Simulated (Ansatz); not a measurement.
System: Ir.

```
CELL_PARAMETERS angstrom
1.19698 2.27959 0.00000
0.00000 0.00000 -4.46229
-2.75138 0.20635 0.00000
ATOMIC_POSITIONS crystal
Ir 0.33333 0.25000 0.66667
Ir 0.66667 0.75000 0.33333
```

Space group P2₁/m; a structure from a database of computed crystals, not necessarily the ambient phase; changed on purpose from its base cell (strain -0.1500 x Voigt [0, 0, 0, 0, 0, 1], atoms carried along); computed without spin polarisation.

Computed with DFT r2SCAN, scalar-relativistic, plane waves, PAW (Ansatz 0.2.0).

What will maps of the valence pseudo-density and electron localisation function show?

Ir–Ir (2.76 Å): ρ at the midpoint is about 0.41 e/Å³; the ELF is about 0.35 at the midpoint.

Metal or insulator at this level of theory?

It is metallic or semimetallic at this level of theory: no gap opens.

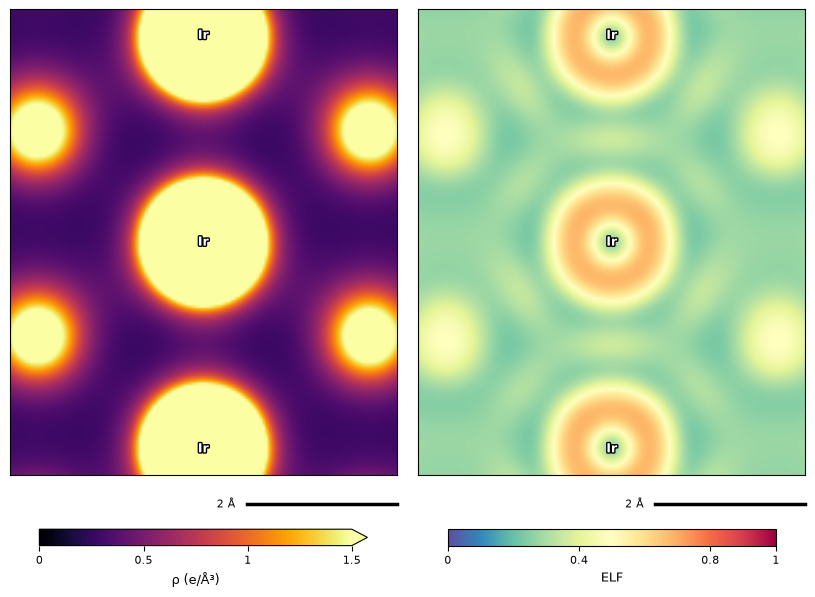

Computed valence pseudo-density and electron localisation function on the (100) plane of the conventional cell, in this order. Atoms just off the plane (Ir, 0.8 Å away) can leave unmarked features too.
